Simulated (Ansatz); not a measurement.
## Band-structure calculation, with input and output: TiO2 (part 1 of 2)

- system: TiO2 (I4₁/amd, 6 atoms in the cell)
- method: DFT, PBE, plane waves, PAW, no spin polarisation (Ansatz 0.2.0)

The structure was built on a prototype by a generator. The geometry comes from this level: r2SCAN (a point of a series of strains). It belongs to a series of runs on one base structure; here: hydrostatic strain -4.0%. Figures and captions count atoms from 1; the log counts them from 0 in places.

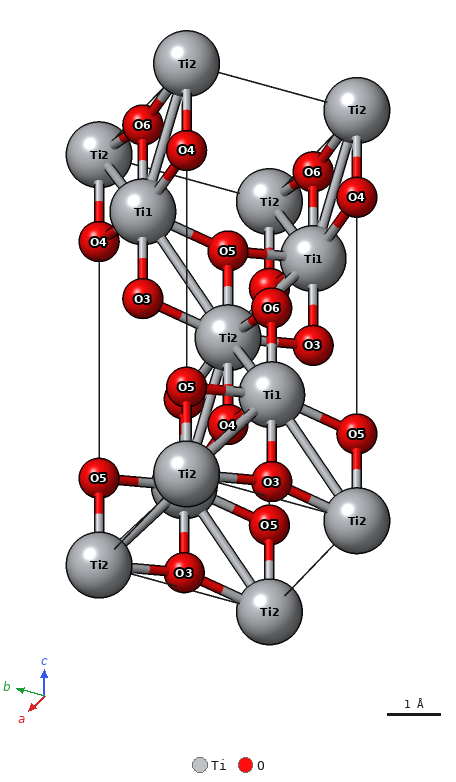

Figure 1. The input geometry (ball-and-stick view of the cell 2 times as large as that of the calculation, set on its symmetry axes, seen at an oblique angle; atoms are numbered from 1 in the order of the input).

**The input**
```yaml
crystal:
  lattice:
    - [-1.8133428582, 1.8133428582, 4.6000468768]
    - [1.8133428582, -1.8133428582, 4.6000468768]
    - [1.8133428582, 1.8133428582, -4.6000468768]
  atoms:
    - { symbol: Ti, position: [0.75, 0.25, 0.5] }
    - { symbol: Ti, position: [0.0, 0.0, 0.0] }
    - { symbol: O, position: [0.5384529549, 0.0384529549, 0.5] }
    - { symbol: O, position: [0.7884529549, 0.7884529549, 0.0] }
    - { symbol: O, position: [0.2115470451, 0.2115470451, 0.0] }
    - { symbol: O, position: [0.9615470451, 0.4615470451, 0.5] }
kpoints:
  mp_grid: { grid: [10, 10, 10] }
  band_path:
    path:
      - [0.0, 0.0, 0.0]
      - [0.0, 0.0, 0.5]
      - [0.25, 0.25, 0.25]
      - [0.0, 0.5, 0.0]
      - [0.5, 0.5, -0.5]
      - [0.2888485976, 0.7111514024, -0.2888485976]
      - [-0.2888485976, 0.2888485976, 0.2888485976]
      - [-0.0776971953, 0.0776971953, 0.5]
      - [0.5, 0.5, -0.0776971953]
      - [0.3, 0.3, -0.3]
      - [0.0, 0.0, 0.447917]
    npoints: 1
hamiltonian:
  xc: pbe
scf:
  occupations: { method: fermi_dirac, width: 0.02 }
  n_extra_bands: 5
output:
  forces: true
  stress: true
  eigenvalues: true
  write_density: true
  write_potential: true
  elf: true
  volumetric_format: npy
```

Hardware: 2 threads of AMD EPYC (Zen 3), 144 GiB of memory available, shared host.

Run as:
```bash
ansatz run input.yaml --threads 2 --pin off --max-ram 20275MiB --backend cpu --events-out ev --progress --plain --runs-dir out
```

**The program's output**
```
scf.n_extra_bands = 5 over 24 filled bands (N_el = 48.0): the run solves 29 bands
Engine: ansatz 0.2.0, x86_64-unknown-linux-gnu
Pseudopotentials: kind: paw
Pseudopotential: Ti, paw, valence charge 12, recommended cutoff 420 eV (normal), Ti.paw.azcp
Pseudopotential: O, paw, valence charge 6, recommended cutoff 420 eV (normal), O.paw.azcp
Functional definition: PBE
  parameter kappa = 0.804
  parameter beta = 0.06672455060314922
  exchange = pbe_x(kappa = kappa, mu = beta*pi^2/3)
  correlation = pbe_c(beta = beta)
Crystal: 6 atoms, lattice volume = 60.504 Å³
Basis set: ecut = 420 eV, 1195 PW (Γ), exchange–correlation on 72×72×72 points (8 copies of the dense FFT grid, shifted against one another)
Bands: 29, of which v1, the nominal top of the filled ones, is band 24 counted from 1 (23 counted from 0)
Symmetry: 16 space group operations
Space group: I41/amd (ITA 141), of the structure as read, at distance tolerance 3.9e-5 Å
k-points: 102 of 1000
Non-local potential: Ti, projectors of the file, l = 0: 3, l = 1: 2, l = 2: 3, l = 3: 1
Non-local potential: O, projectors of the file, l = 0: 2, l = 1: 2, l = 2: 1
PAW form: soft (Blöchl's): semilocal exchange-correlation on the pseudo side does not see the compensation charge
PAW one-centre angular grid: Ti, 590 points (default); XC on 64 Gauss nodes
PAW one-centre angular grid: O, 110 points (default); XC on 64 Gauss nodes
Initial density: superposition of atomic densities (neutral atoms: chi_scale 0, normalization atom), corrected by the library's trained network
Initial wavefunctions: pseudopotential atomic-orbital guess
Functional: x = pbe(κ = 0.804, μ = 0.2195149727645171), c = pbe(β = 0.06672455060314922)
SCF iter   1: F=—  HF=-7276.536282 eV  |F-HF|=—  |Δ(HF+E_count)|=         —  Δρ=5.57e-3  dr2=1.35e-2  ethr=1.77e-3  ⟨swp⟩=5.7  Hψ=12469  notcnv=0
preconditioner: auto → none  [insulator: Δε(μ)=2.357 eV  Ē_g=17.417 eV  σ=0.020 eV  W_gap=1.00  n_scr=14 (ndim 8)  ℏωp=31.7 eV  f_vac=0.074  D(μ)=0.00/eV (n_scr^D=0)  ε∞_Penn≈4.3]
SCF iter   2: F=—  HF=-7276.538568 eV  |F-HF|=—  |Δ(HF+E_count)|=   2.29e-3  Δρ=5.93e-3  dr2=1.86e-2  ethr=2.82e-5  ⟨swp⟩=2.6  Hψ=6216  notcnv=0  defer=102
SCF iter   3: F=—  HF=-7276.535021 eV  |F-HF|=—  |Δ(HF+E_count)|=   3.55e-3  Δρ=1.31e-3  dr2=3.26e-4  ethr=2.82e-5  ⟨swp⟩=2.2  Hψ=4748  notcnv=0  defer=102
SCF iter   4: F=—  HF=-7276.535320 eV  |F-HF|=—  |Δ(HF+E_count)|=   2.99e-4  Δρ=1.95e-4  dr2=5.67e-6  ethr=6.78e-7  ⟨swp⟩=2.0  Hψ=4169  notcnv=0  defer=102
SCF iter   5: F=—  HF=-7276.535572 eV  |F-HF|=—  |Δ(HF+E_count)|=   2.51e-4  Δρ=2.75e-5  dr2=1.34e-7  ethr=1.18e-8  ⟨swp⟩=2.0  Hψ=5160  notcnv=0  defer=102
SCF iter   6: F=-7276.535572 eV  HF=-7276.535572 eV  |F-HF|=1.66e-9  |Δ(HF+E_count)|=   2.25e-7  Δρ=4.25e-6  dr2=5.93e-9  ethr=2.08e-10  ⟨swp⟩=11.7  Hψ=20237  notcnv=0
SCF 1 converged in 6 iterations: F = -7276.535572 eV  dr2 = 5.93e-9
  greatest PAW one-centre occupation: 0.999 electrons in one spin orbital (limit 2), on the Ti atom at site 1 (counted from 0), in its partial waves of l = 0
```

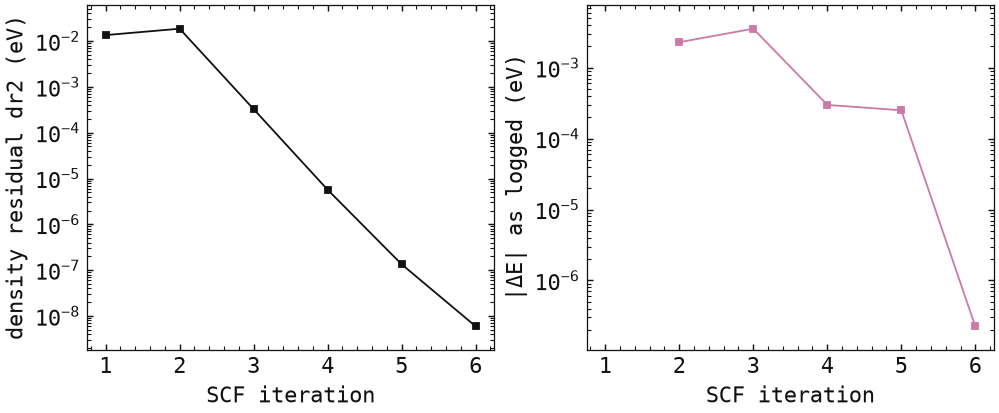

Figure 2. Convergence of the self-consistent field: density residual dr2 and size of the energy change against the SCF iteration. The residual falls almost steadily, with no more than small rises.

```
NSCF: frozen V_eff on 11 k-points
SCF converged after 6 iterations
Free energy (F): -7276.535572 eV
Harris-Foulkes:  -7276.535572 eV  (|F-HF|=1.66e-9)
Internal energy: -7276.535572 eV  (E = F + TS)
E sigma→0 (E₀):  -7276.535572 eV
Fermi energy:    10.220515 eV
--- Per-component energies (eV) ---
  E_band       = -376.748736
  E_kinetic    = 1267.416351
  E_local      = -3361.727118  (includes V_loc(G=0)·N_el)
  E_nonlocal   = 198.200843
  E_hartree    = 1314.960568
  E_xc         = -497.155193
  E_vxc        = -630.053841  (∫ρ·V_xc dr)
  E_paw        = -2725.603006  (= ΣΔE_a)
  E_vpaw       = -480.520930  (= ΣTr[D̂ρ^β])
  E_aug_tail   = 0.010196  (compensation charges beyond the density's cutoff)
  E_ewald      = -3472.638214
  E_smearing   = -0.000000  (= −TS)
  E_closure    = 0.000000  (closes the sum)
  Σ components = -7276.535572   (vs F -7276.535572, Δ=0.00e0)
--- Forces (eV/Å), atoms counted from 1 ---
  atom   1  Ti     0.00000000     0.00000000     0.00000000
  atom   2  Ti     0.00000000     0.00000000     0.00000000
  atom   3  O     -0.00000000     0.00000000    -0.08832169
  atom   4  O     -0.00000000     0.00000000    -0.08832169
  atom   5  O      0.00000000    -0.00000000     0.08832169
  atom   6  O     -0.00000000    -0.00000000     0.08832169
  max |Σ_I F_I| component: 9.54e-18 eV/Å
--- Stress (GPa, compression-positive) ---
       41.178873       0.000000       0.000000
        0.000000      41.178873       0.000000
       -0.000000      -0.000000      30.462794
  P = ⅓ Tr σ = 37.6068 GPa (376.068 kbar)
--- Band table (eV; the first three rows and the last of 102) ---
  k-point 0: bands = ["-46.8891", "-46.7875", "-23.5412", "-23.2337", "-23.2337", "-23.1276", "-23.1276", "-22.9407", "-9.0956", "-8.0702", "-7.7222", "-7.5077", "4.7001", "5.1453", "5.1453", "5.1554", "6.7257", "6.7257", "6.9521", "8.1682", "8.3097", "8.3097", "8.3902", "8.3902", "11.3433", "12.2416", "13.4956", "13.4956", "13.5299"]
  k-point 1: bands = ["-46.8859", "-46.7892", "-23.5421", "-23.2613", "-23.2453", "-23.1459", "-23.1270", "-22.9377", "-8.9670", "-7.9771", "-7.6584", "-7.4487", "4.6535", "4.8765", "4.9707", "5.1536", "6.4746", "6.8429", "7.0631", "7.8277", "8.0243", "8.0904", "8.1649", "8.5858", "11.8716", "12.3211", "13.0373", "13.3263", "13.3408"]
  k-point 2: bands = ["-46.8766", "-46.7944", "-23.5456", "-23.3289", "-23.2749", "-23.1936", "-23.1206", "-22.9378", "-8.6136", "-7.7350", "-7.4848", "-7.2925", "4.3789", "4.5104", "4.5785", "5.2235", "5.9675", "6.6327", "6.6409", "7.2198", "7.4342", "7.8198", "8.3203", "8.6957", "12.3729", "12.5964", "12.8391", "13.1343", "13.2353"]
  k-point 101: bands = ["-46.8386", "-46.8386", "-23.2706", "-23.2706", "-23.2482", "-23.2482", "-23.0898", "-23.0898", "-8.3908", "-8.3908", "-7.8330", "-7.8330", "4.9510", "4.9510", "5.2635", "5.2635", "6.7117", "6.7117", "7.5593", "7.5593", "7.6557", "7.6557", "8.9035", "8.9035", "11.7737", "11.7737", "13.3694", "13.3694", "13.6601"]
```

**File bands.tsv**
```
# k_distance	band_0	band_1	band_2	band_3	band_4	band_5	band_6	band_7	band_8	band_9	band_10	band_11	band_12	band_13	band_14	band_15	band_16	band_17	band_18	band_19	band_20	band_21	band_22	band_23	band_24	band_25	band_26	band_27	band_28
# fermi_ev = 10.220515
# lock_threshold_ev = 1e-6
# [0, 0, 0] at k_distance = 0.000000
# [0, 0, 0.5] at k_distance = 1.225053
# [0.25, 0.25, 0.25] at k_distance = 1.566527
# [0, 0.5, 0] at k_distance = 2.432771
# [0.5, 0.5, -0.5] at k_distance = 3.363889
# [0.2888485976, 0.7111514024, -0.2888485976] at k_distance = 4.095523
# [-0.2888485976, 0.2888485976, 0.2888485976] at k_distance = 4.829619
# [-0.0776971953, 0.0776971953, 0.5] at k_distance = 5.561253
# [0.5, 0.5, -0.0776971953] at k_distance = 6.295349
# [0.3, 0.3, -0.3] at k_distance = 7.365491
# [0, 0, 0.447917] at k_distance = 8.536941
# levels_relative_to = fermi_ev
# free_energy_ev = -7276.535572
# largest_residual_norms_ev = 4.384e-4 4.547e-4 7.479e-4 9.645e-4 9.160e-4 9.245e-4 9.190e-4 1.007e-3 1.558e-3 7.554e-4 5.331e-4 6.324e-4 1.276e-3 9.641e-4 9.253e-4 1.172e-3 8.450e-4 1.135e-3 1.030e-3 1.071e-3 1.097e-3 1.199e-3 9.393e-4 1.047e-3 9.291e-4 9.524e-4 1.359e-3 1.059e-3 1.844e-3
0.000000	-57.109661	-57.007970	-33.761740	-33.454166	-33.454166	-33.348066	-33.348066	-33.161214	-19.316074	-18.290685	-17.942709	-17.728228	-5.520421	-5.075194	-5.075194	-5.065100	-3.494801	-3.494801	-3.268399	-2.052359	-1.910784	-1.910784	-1.830356	-1.830356	1.122795	2.021038	3.275114	3.275114	3.309340
1.225053	-57.050768	-57.050768	-33.747361	-33.747361	-33.551423	-33.551423	-33.243591	-33.243591	-17.554228	-17.554228	-17.143594	-17.143594	-6.221428	-6.221428	-5.965023	-5.965023	-5.492256	-5.492256	-4.215994	-4.215994	-3.654787	-3.654787	-1.172916	-1.172916	2.734741	2.734741	3.276562	3.276562	4.541789
1.566527	-57.050761	-57.050761	-33.747432	-33.747432	-33.551294	-33.551294	-33.243640	-33.243640	-17.553957	-17.553957	-17.143939	-17.143939	-6.171114	-6.171114	-5.788880	-5.788880	-5.697147	-5.697147	-4.598083	-4.598083	-3.122233	-3.122233	-1.371645	-1.371645	2.963320	2.963320	3.056840	3.056840	4.538161
2.432771	-57.080181	-57.029489	-33.746794	-33.664417	-33.465957	-33.393639	-33.323046	-33.217870	-18.634775	-18.020779	-17.416972	-17.302569	-6.138094	-5.893153	-5.227858	-5.154649	-4.928848	-3.820332	-3.580806	-3.520069	-3.352795	-2.418427	-1.964284	-1.916990	2.542777	2.824323	2.928684	3.115006	3.744953
3.363889	-57.059067	-57.059067	-33.491089	-33.491089	-33.468695	-33.468695	-33.310283	-33.310283	-18.611268	-18.611268	-18.053527	-18.053527	-5.269533	-5.269533	-4.957059	-4.957059	-3.508808	-3.508808	-2.661220	-2.661220	-2.564787	-2.564787	-1.317026	-1.317026	1.553192	1.553192	3.148862	3.148862	3.439589
4.095523	-57.074308	-57.035902	-33.742480	-33.621396	-33.470792	-33.412996	-33.318827	-33.230769	-18.590392	-18.024243	-17.526157	-17.363622	-6.376752	-5.401669	-5.344925	-4.912850	-4.545246	-4.518406	-3.840718	-3.453035	-2.568935	-2.311971	-2.281071	-1.943300	2.461979	2.821340	2.931968	3.069464	3.729532
4.829619	-57.074308	-57.035902	-33.742480	-33.621396	-33.470792	-33.412996	-33.318827	-33.230769	-18.590392	-18.024243	-17.526157	-17.363622	-6.376752	-5.401669	-5.344925	-4.912850	-4.545246	-4.518406	-3.840718	-3.453035	-2.568935	-2.311971	-2.281071	-1.943300	2.461979	2.821340	2.931968	3.069464	3.729532
5.561253	-57.051249	-57.051249	-33.737201	-33.737201	-33.543087	-33.543087	-33.246656	-33.246656	-17.611678	-17.611678	-17.211762	-17.211762	-6.327173	-6.327173	-5.770701	-5.770701	-5.248995	-5.248995	-4.326578	-4.326578	-3.462117	-3.462117	-1.224785	-1.224785	2.688185	2.688185	3.200623	3.200623	4.403536
```
